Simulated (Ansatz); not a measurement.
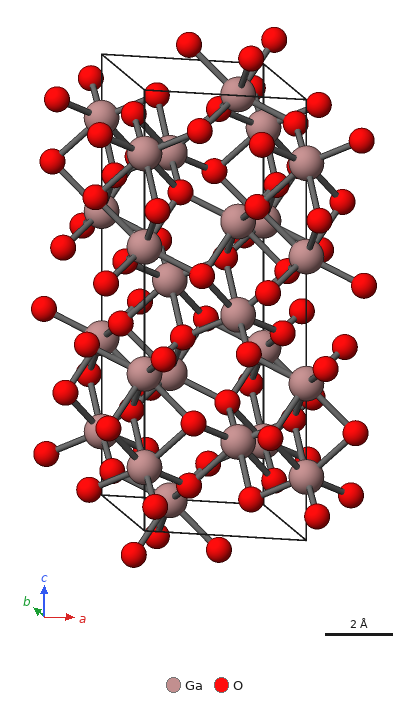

The input geometry (ball-and-stick view of the cell 3 times as large as that of the calculation, set on its symmetry axes, seen slightly off an axis; bonded neighbours outside the cell are drawn too). An atom can appear more than once, as a periodic image. Near neighbours in the periodic cell (some may lie outside the picture): Ga has 6 O at 1.95 to 2.10 Å; O has 4 Ga at 1.95 to 2.10 Å.

Ga2O3: single-point calculation

Ga2O3 (R-3c, 10 atoms in the cell), computed with DFT, PBE, plane waves, PAW, no spin polarisation (Ansatz 0.2.0).

The structure derives from a Materials Project entry. Some settings of this run were made unusual or wrong on purpose.

Output
```
band count auto-derived: 72 (N_el = 88.0; filled up to band 44; 54 by the electrons, moments and atoms)
Engine: ansatz 0.2.0, aarch64-unknown-linux-gnu
Pseudopotentials: kind: paw
Pseudopotential: Ga, paw, valence charge 13, recommended cutoff 420 eV (normal), Ga.paw.azcp
Pseudopotential: O, paw, valence charge 6, recommended cutoff 420 eV (normal), O.paw.azcp
Functional definition: PBE
  parameter kappa = 0.804
  parameter beta = 0.06672455060314922
  exchange = pbe_x(kappa = kappa, mu = beta*pi^2/3)
  correlation = pbe_c(beta = beta)
Crystal: 10 atoms, lattice volume = 100.592 Å³
Basis set: ecut = 420 eV, 1929 PW (Γ), exchange–correlation on 80×80×80 points (8 copies of the dense FFT grid, shifted against one another)
Bands: 72, of which v1, the nominal top of the filled ones, is band 44 counted from 1 (43 counted from 0)
Symmetry: 12 space group operations
Space group: R-3c (ITA 167), of the structure as read, at distance tolerance 4.7e-5 Å
k-points: 32 of 216
Non-local potential: Ga, projectors of the file, l = 0: 2, l = 1: 2, l = 2: 3, l = 3: 1
Non-local potential: O, projectors of the file, l = 0: 2, l = 1: 2, l = 2: 1
PAW form: soft (Blöchl's): semilocal exchange-correlation on the pseudo side does not see the compensation charge
PAW one-centre angular grid: Ga, 590 points (default); XC on 64 Gauss nodes
PAW one-centre angular grid: O, 110 points (default); XC on 64 Gauss nodes
Initial density: superposition of atomic densities (neutral atoms: chi_scale 0, normalization atom), corrected by the library's trained network
Initial wavefunctions: pseudopotential atomic-orbital guess
Functional: x = pbe(κ = 0.804, μ = 0.2195149727645171), c = pbe(β = 0.06672455060314922)
SCF iter   1: F=—  HF=-18540.661172 eV  |F-HF|=—  |Δ(HF+E_count)|=         —  Δρ=6.42e-3  dr2=3.30e-2  ethr=1.77e-3  ⟨swp⟩=7.3  Hψ=9281  notcnv=0
preconditioner: auto → Kerker (q_TF=auto, 2.668 Å⁻¹)  [metal: Δε(μ)=0.742 eV  Ē_g=22.809 eV  σ=1.000 eV  W_gap=0.18  n_scr=26 (ndim 8)  ℏωp=34.7 eV  f_vac=0.017  D(μ)=0.74/eV (n_scr^D=0)]
SCF iter   2: F=—  HF=-18540.654309 eV  |F-HF|=—  |Δ(HF+E_count)|=   6.86e-3  Δρ=3.24e-3  dr2=4.99e-3  ethr=3.75e-5  ⟨swp⟩=1.9  Hψ=3719  notcnv=0
SCF iter   3: F=—  HF=-18540.653837 eV  |F-HF|=—  |Δ(HF+E_count)|=   4.72e-4  Δρ=1.25e-3  dr2=1.21e-3  ethr=5.67e-6  ⟨swp⟩=2.0  Hψ=2997  notcnv=0
SCF iter   4: F=—  HF=-18540.653685 eV  |F-HF|=—  |Δ(HF+E_count)|=   1.52e-4  Δρ=3.22e-4  dr2=6.91e-5  ethr=1.38e-6  ⟨swp⟩=2.8  Hψ=3669  notcnv=0
SCF iter   5: F=—  HF=-18540.653657 eV  |F-HF|=—  |Δ(HF+E_count)|=   2.82e-5  Δρ=1.56e-4  dr2=1.64e-5  ethr=7.85e-8  ⟨swp⟩=2.1  Hψ=3089  notcnv=0
SCF iter   6: F=—  HF=-18540.653663 eV  |F-HF|=—  |Δ(HF+E_count)|=   5.37e-6  Δρ=2.52e-5  dr2=6.31e-7  ethr=1.87e-8  ⟨swp⟩=2.6  Hψ=4135  notcnv=0
SCF iter   7: F=-18540.653663 eV  HF=-18540.653663 eV  |F-HF|=2.66e-8  |Δ(HF+E_count)|=   5.51e-7  Δρ=5.60e-6  dr2=3.86e-8  ethr=1.14e-10  ⟨swp⟩=6.1  Hψ=9423  notcnv=0
SCF 1 converged in 7 iterations: F = -18540.653663 eV  dr2 = 3.86e-8
  greatest PAW one-centre occupation: 0.997 electrons in one spin orbital (limit 2), on the Ga atom at site 3 (counted from 0), in its partial waves of l = 2
```

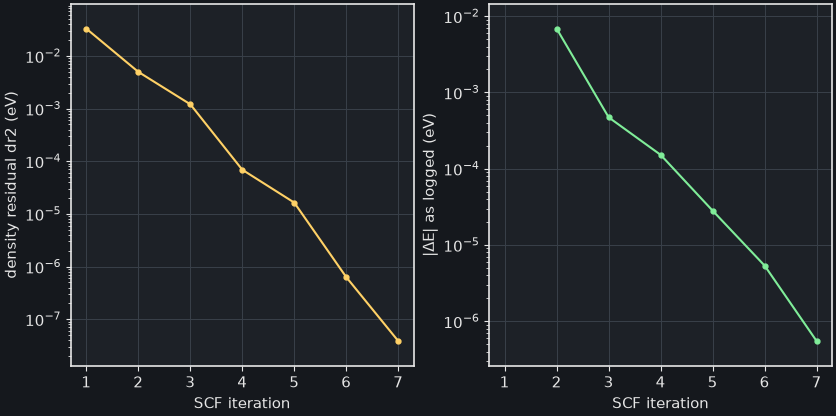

Convergence of the self-consistent field: density residual dr2 and size of the energy change against the SCF iteration. The residual falls at every step.

```
SCF converged after 7 iterations
Free energy (F): -18540.653663 eV
Harris-Foulkes:  -18540.653663 eV  (|F-HF|=2.66e-8)
Internal energy: -18537.294215 eV  (E = F + TS)
E sigma→0 (E₀):  -18538.973939 eV
Entropy (-TS):   -3.359448 eV (-335.945 meV/atom)
Fermi energy:    11.594762 eV
--- Per-component energies (eV) ---
  E_band       = -35.692290
  E_kinetic    = 1519.509641
  E_local      = -8662.118057  (includes V_loc(G=0)·N_el)
  E_nonlocal   = 2020.477357
  E_hartree    = 3900.099032
  E_xc         = -712.689451
  E_vxc        = -790.554923  (∫ρ·V_xc dr)
  E_paw        = -8941.532965  (= ΣΔE_a)
  E_vpaw       = -1923.213314  (= ΣTr[D̂ρ^β])
  E_aug_tail   = 0.014182  (compensation charges beyond the density's cutoff)
  E_ewald      = -7661.053954
  E_smearing   = -3.359448  (= −TS)
  E_closure    = 0.000000  (closes the sum)
  Σ components = -18540.653663   (vs F -18540.653663, Δ=0.00e0)
--- Forces (eV/Å), atoms counted from 1 ---
  atom   1  Ga     0.00000000     0.00000000     0.04379822
  atom   2  Ga     0.00000000    -0.00000000    -0.04379822
  atom   3  Ga    -0.00000000    -0.00000000    -0.04379822
  atom   4  Ga    -0.00000000    -0.00000000     0.04379822
  atom   5  O      0.00670953    -0.01162125    -0.00000000
  atom   6  O     -0.01341906    -0.00000000     0.00000000
  atom   7  O      0.00670953     0.01162125    -0.00000000
  atom   8  O     -0.00670953     0.01162125     0.00000000
  atom   9  O     -0.00670953    -0.01162125     0.00000000
  atom  10  O      0.01341906    -0.00000000    -0.00000000
  max |Σ_I F_I| component: 9.25e-18 eV/Å
--- Stress (GPa, compression-positive) ---
        6.821376      -0.000000       0.000000
       -0.000000       6.821376      -0.000000
        0.000000      -0.000000       6.059032
  P = ⅓ Tr σ = 6.5673 GPa (65.673 kbar)
--- Band table (eV; the first three rows and the last of 32) ---
  k-point 0: bands = ["-10.1243", "-8.2811", "-8.2811", "-8.2580", "-8.2387", "-8.2387", "-4.0731", "-4.0731", "-3.9924", "-3.9924", "-3.9274", "-3.8942", "-3.8565", "-3.8565", "-3.8253", "-3.8253", "-3.7811", "-3.7811", "-3.7142", "-3.7115", "-3.7115", "-3.7109", "-3.4940", "-3.4940", "-2.9486", "-2.9486", "1.5783", "2.2537", "3.5254", "3.5254", "4.5057", "4.7157", "5.1268", "5.1268", "5.4239", "7.5546", "7.5546", "8.0212", "8.0212", "8.2194", "8.2194", "8.2236", "8.2982", "8.2982", "10.9834", "14.9064", "15.1570", "17.0867", "18.4309", "18.4550", "18.4550", "19.2741", "19.4930", "19.4930", "20.5233", "21.2491", "21.2491", "21.8475", "22.1783", "22.1783", "24.9094", "24.9094", "24.9145", "26.3294", "26.9494", "27.8692", "27.8692", "28.9032", "28.9032", "29.2341", "29.2341", "29.7327"]
  k-point 1: bands = ["-10.0072", "-8.4030", "-8.2929", "-8.2884", "-8.2476", "-8.2277", "-4.0581", "-4.0576", "-3.9883", "-3.9846", "-3.9276", "-3.8980", "-3.8506", "-3.8506", "-3.8349", "-3.8295", "-3.7911", "-3.7848", "-3.7260", "-3.7146", "-3.7097", "-3.6603", "-3.5239", "-3.4902", "-3.0496", "-2.9817", "1.7340", "2.2176", "3.1327", "4.0016", "4.1867", "4.9448", "5.3190", "5.7208", "5.9923", "6.8113", "7.4488", "7.5609", "7.7906", "7.9987", "8.0203", "8.0989", "8.3574", "8.4577", "11.8454", "14.8126", "15.4628", "16.7404", "17.5291", "18.2607", "19.1118", "19.2048", "19.9402", "20.0851", "20.3506", "21.0599", "21.1523", "21.6910", "22.0603", "22.3062", "24.0543", "24.9023", "25.1896", "25.8292", "26.5286", "26.7250", "27.4918", "27.9726", "28.9506", "29.2555", "30.2454", "30.7939"]
  k-point 2: bands = ["-9.6804", "-8.7475", "-8.3238", "-8.3145", "-8.2544", "-8.2395", "-4.0331", "-4.0151", "-3.9738", "-3.9657", "-3.9264", "-3.9060", "-3.8668", "-3.8622", "-3.8357", "-3.8317", "-3.7991", "-3.7846", "-3.7482", "-3.7163", "-3.7071", "-3.6134", "-3.5145", "-3.4669", "-3.2367", "-3.0978", "2.0451", "2.5151", "2.6162", "4.0637", "4.7295", "5.3652", "5.4182", "6.1029", "6.4900", "6.6337", "6.9110", "6.9877", "7.5742", "7.5998", "7.8431", "7.9192", "8.3469", "8.4722", "13.3128", "14.7031", "15.3445", "15.9413", "17.5514", "17.9040", "19.0565", "19.7019", "19.9177", "20.1797", "20.7500", "20.8299", "21.0397", "21.6574", "21.9748", "22.7546", "23.6100", "23.8606", "24.6476", "24.8243", "25.6702", "26.4397", "27.5293", "27.6754", "28.8586", "29.0533", "29.9708", "30.2058"]
  k-point 31: bands = ["-9.3012", "-9.3012", "-8.2622", "-8.2622", "-8.2622", "-8.2622", "-3.9983", "-3.9983", "-3.9983", "-3.9983", "-3.9793", "-3.9793", "-3.8675", "-3.8675", "-3.8675", "-3.8675", "-3.7248", "-3.7248", "-3.7248", "-3.7248", "-3.6569", "-3.6569", "-3.2997", "-3.2997", "-3.2997", "-3.2997", "2.5512", "2.5512", "4.2632", "4.2632", "4.8006", "4.8006", "4.8006", "4.8006", "6.1663", "6.1663", "7.1281", "7.1281", "7.1281", "7.1281", "8.2425", "8.2425", "8.2425", "8.2425", "14.0561", "14.0561", "16.0804", "16.0804", "17.7728", "17.7728", "19.8162", "19.8162", "19.8162", "19.8162", "21.2489", "21.2489", "21.2489", "21.2489", "21.5600", "21.5600", "23.6679", "23.6679", "25.4805", "25.4805", "25.4805", "25.4805", "29.1921", "29.1921", "29.1921", "29.1921", "29.6074", "29.6074"]
```

The run was set up as follows.

The input
```yaml
crystal:
  lattice:
    - [2.528807189, 1.4600075113, 4.5408731688]
    - [-2.528807189, 1.4600075113, 4.5408731688]
    - [0.0, -2.9200150226, 4.5408731688]
  atoms:
    - { symbol: Ga, position: [0.8558438247, 0.8558438247, 0.8558438247] }
    - { symbol: Ga, position: [0.6441561753, 0.6441561753, 0.6441561753] }
    - { symbol: Ga, position: [0.1441561753, 0.1441561753, 0.1441561753] }
    - { symbol: Ga, position: [0.3558438247, 0.3558438247, 0.3558438247] }
    - { symbol: O, position: [0.75, 0.4468728987, 0.0531271013] }
    - { symbol: O, position: [0.4468728987, 0.0531271013, 0.75] }
    - { symbol: O, position: [0.0531271013, 0.75, 0.4468728987] }
    - { symbol: O, position: [0.25, 0.5531271013, 0.9468728987] }
    - { symbol: O, position: [0.9468728987, 0.25, 0.5531271013] }
    - { symbol: O, position: [0.5531271013, 0.9468728987, 0.25] }
basis:
  ecutwfc: 420
kpoints:
  mp_grid: { grid: [6, 6, 6] }
hamiltonian:
  xc: pbe
scf:
  occupations: { method: fermi_dirac, width: 1.0 }
  max_iter: 50
output:
  forces: true
  eigenvalues: true
  stress: true
```

Command:
```bash
ansatz run input.yaml --threads 4 --pin off --max-ram 10240MiB --backend cpu --events-out ev --progress --plain --runs-dir out
```

Outcome

```json
{"quantity": "outcome", "value": "converged"}
{"quantity": "space group (tolerance 0.01 Å)", "value": "R-3c (167)"}
{"quantity": "electrons treated", "value": "88"}
{"quantity": "free energy", "value": "−18540.6537 eV"}
{"quantity": "Fermi energy", "value": "11.595 eV"}
{"quantity": "gap on the k-point mesh", "value": "none (metallic)"}
{"quantity": "pressure", "value": "6.57 GPa"}
{"quantity": "largest force (length of the vector)", "value": "0.044 eV/Å"}
{"quantity": "hardware", "value": "4 threads of Arm Neoverse V2, 24 GiB of memory available, shared host"}
{"quantity": "wall time", "value": "4 s (CPU time 14 s)"}
{"quantity": "peak memory", "value": "0.55 GiB"}
```

What went wrong

A setting was made wrong on purpose: a smearing of electronvolts (`scf.occupations`). So wide a smearing fills empty bands and washes out gaps and moments. The run converged all the same; its numbers are those of the faulty input and shouldn't be used.
